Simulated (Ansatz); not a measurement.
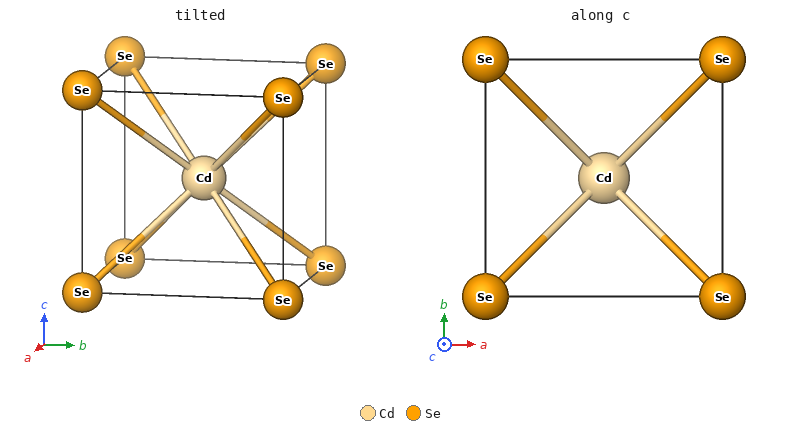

We look at a ball-and-stick model of the crystal slightly off an axis and along the c axis. The frame is the conventional unit cell; atoms at its boundary are shown with their periodic copies. Cell: a = 3.56 Å, b = 3.56 Å, c = 3.56 Å, α = 90.00°, β = 90.00°, γ = 90.00°.

Origin of the cell: a random cell made by a generator, so it need not be a real form of the compound. Earlier steps of the study may have refined or changed the cell and positions. It went into a calculation with Ansatz.

Q: Explain the picture.

A: The solid is CdSe. Space group: Pm-3m (No. 221). Lattice: primitive cubic. Its structure type: caesium chloride (CsCl, B2) type. With Z = 1, the cell contains 1 Cd, 1 Se. Cd is linked to eight Se in a cubic arrangement at about 3.1 Å. The coordination shell of Se holds eight Cd in a cubic arrangement at about 3.1 Å. The bonds build a three-dimensional framework.

Level of theory and settings: Ansatz 0.2.0, DFT PBE, scalar-relativistic, plane waves, PAW, a 420 eV plane-wave basis, a 16×16×16 k-point grid, Gaussian smearing of 0.1 eV, no spin polarisation.

Q: What is the electronic character?

A: A metal: bands cross the Fermi level.

Q: State the Bader charges by element.

A: Cd +0.70 e; Se -0.70 e.

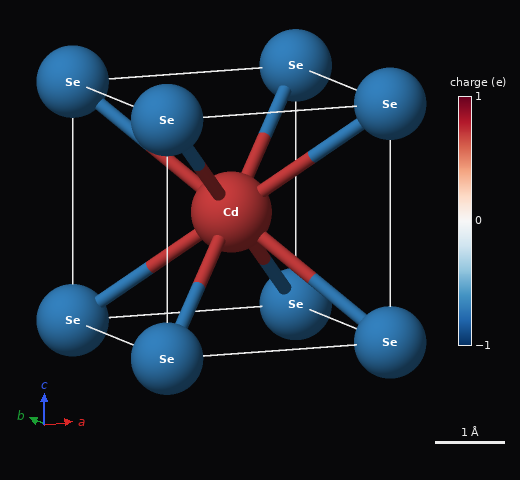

The atoms coloured by those charges. The run's cell of 2 atoms is drawn.

Q: Can this geometry be taken as optimised?

A: Yes. All forces vanish to within 0.01 eV/Å. The pressure is 0.0 GPa, close to zero.
